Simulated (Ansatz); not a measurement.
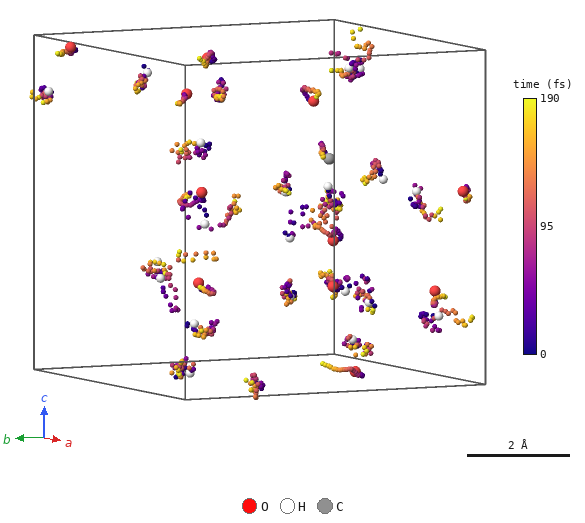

First-principles dynamics of a periodic cell with 10 H2O + 1 H2CO at 1.208 g/cm³, 190 fs long. It starts from the last geometry of an earlier run, with fresh velocities. Dots mark each atom's position at evenly spaced times, coloured by time; spheres stand at the starting positions. Seen from a free direction in the simulation cell.

Computed with Ansatz, DFT PBE, scalar-relativistic, plane waves, PAW. Set-up: plane-wave cutoff 420 eV; k-point mesh 1 × 1 × 1; Fermi-Dirac smearing 0.05 eV; low-accuracy preset; constant energy (NVE); velocities drawn for 300 K; time step 0.5 fs.

What do the traces tell about the motion?

Answer. Root-mean-square distances from the starting positions over the second half, with the common drift of all atoms taken out: H 0.60 Å, O 0.38 Å, C 0.21 Å. The heavy atoms stay within a fraction of a molecule's size of their starting places; so short a run doesn't tell a liquid from a solid.

Limits of the set-up: the program's low-accuracy preset was used; the periodic images lie only 6.6 Å apart, so the values are limited by the cell's size.
